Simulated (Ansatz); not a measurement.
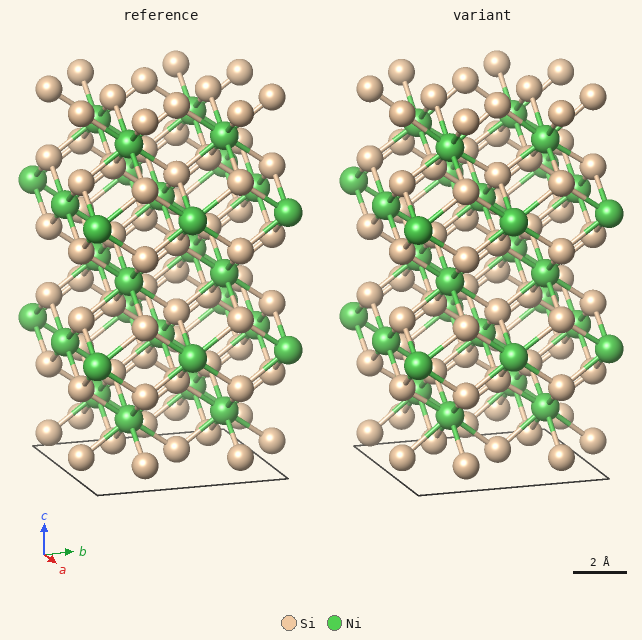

Left: a (1 0 0) slab of Si2Ni as cut from the relaxed bulk. Right: the same structure after one change, at the same scale. Style: ball-and-stick. Shown: the 2 × 2 repeat of the cell, outlined in the plane, without the vacuum, slightly off an axis.

These are results of DFT PBEsol, scalar-relativistic, plane waves, PAW in Ansatz, not measurements. (plane-wave cutoff 420 eV; occupations gaussian; smearing width 0.1 eV; no spin polarisation) The k-mesh is chosen for each cell (9×9×13, 9×9×1).

The atoms of the slab are relaxed at the bulk's in-plane cell.

Question: What does the change do?

Answer: The slab isn't stoichiometric; relaxing it gains 0.092 J/m². The top spacing, between the Si2 and Ni planes, goes from 1.35 to 1.49 Å (+10.8 %), the bottom one (Si2 to Ni) from 1.35 to 1.49 Å (+10.8 %). The cell stays as it was. The largest moves relative to the layer's centre, 0.14 Å, are those of Ni atoms. Largest moves by element: Ni 0.14 Å, Si 0.04 Å. Some distances before and after: Ni–Si 2.335 → 2.278 to 2.422 Å.

Limits of the set-up: an element that often carries a moment was run without spin polarisation.
